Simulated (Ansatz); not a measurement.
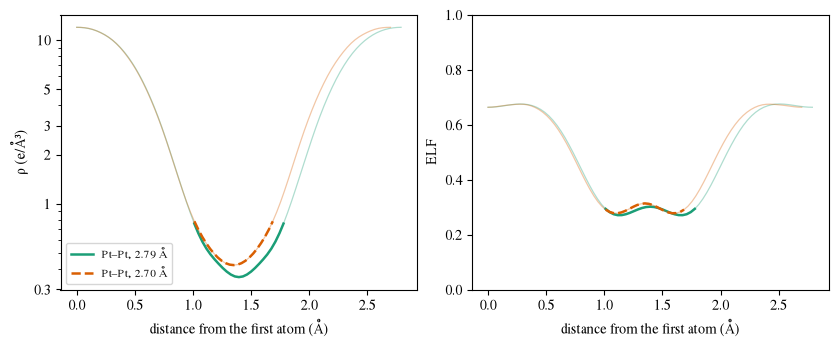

Figure 1: Pt. Valence charge density (pseudo) and electron localisation function along straight lines between neighbouring atoms. Thin, pale parts lie inside the atomic spheres.

Space group Fmmm; a structure from a database of computed crystals, not necessarily the ambient phase; changed on purpose from its base cell (strain -0.0500 x Voigt [0, 0, 0, 0, 0, 1], atoms carried along); computed pressure about −10 GPa in this cell.

Level of theory: DFT PBEsol, scalar-relativistic, plane waves, PAW in Ansatz.

In a PAW calculation such maps are meaningful between the atoms, not at the nuclei.

> Compare the contacts.

Pt–Pt (2.79 Å): ρ is about 0.36 e/Å³ halfway; the ELF is about 0.30 at the midpoint (no shared electron pair shows on this line).
Pt–Pt (2.70 Å): ρ at the midpoint is about 0.42 e/Å³; the ELF is about 0.30 at the midpoint; no localised pair shows between them.
